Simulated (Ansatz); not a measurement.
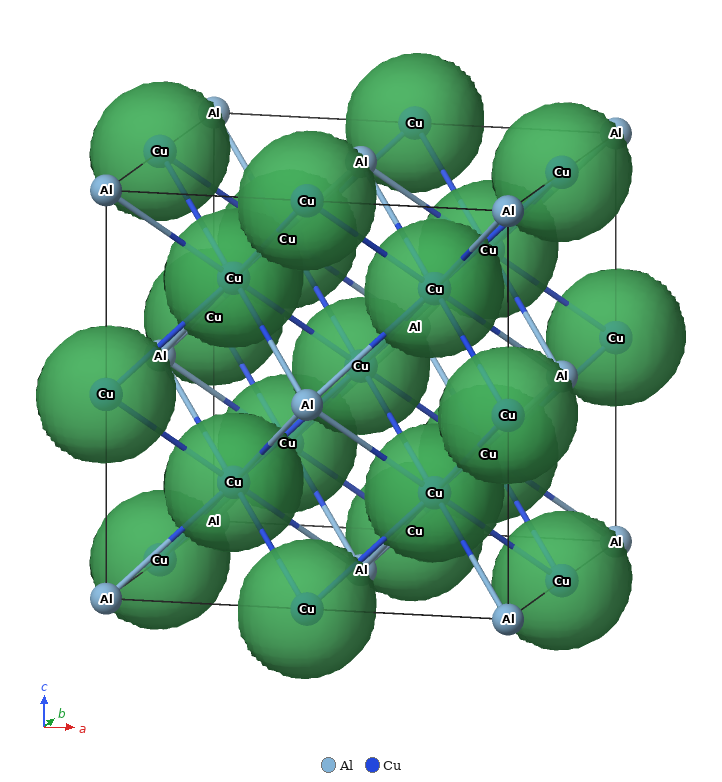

Figure. AlCu₃. Isosurface of the valence electron density at 0.5 e/Å³ (green), seen slightly off an axis. Sticks mark near contacts.

Space group Fm-3m; a structure from a database of computed crystals, not necessarily the ambient phase; computed without spin polarisation.

Theory: Ansatz 0.2.0, DFT LDA, scalar-relativistic, plane waves, PAW.

The density is the valence pseudo-density of a PAW calculation; it isn't the true density close to the nuclei.

Q: What does this surface tell about the bonding?

A: At this value the density breaks into separate islands; it holds about 85 % of the electrons treated as valence (semicore included). It bridges none of the near contacts. It is pinched off along the shortest Cu–Cu (2.47 Å) and Al–Cu (2.47 Å) contacts. On the grid the lowest density along these lines, outside the cores, is 0.32 e/Å³ (Cu–Cu, 2.47 Å) and 0.25 e/Å³ (Al–Cu, 2.47 Å).

Q: Metal or insulator at this level of theory?

A: It is metallic or semimetallic at this level of theory: no gap opens.
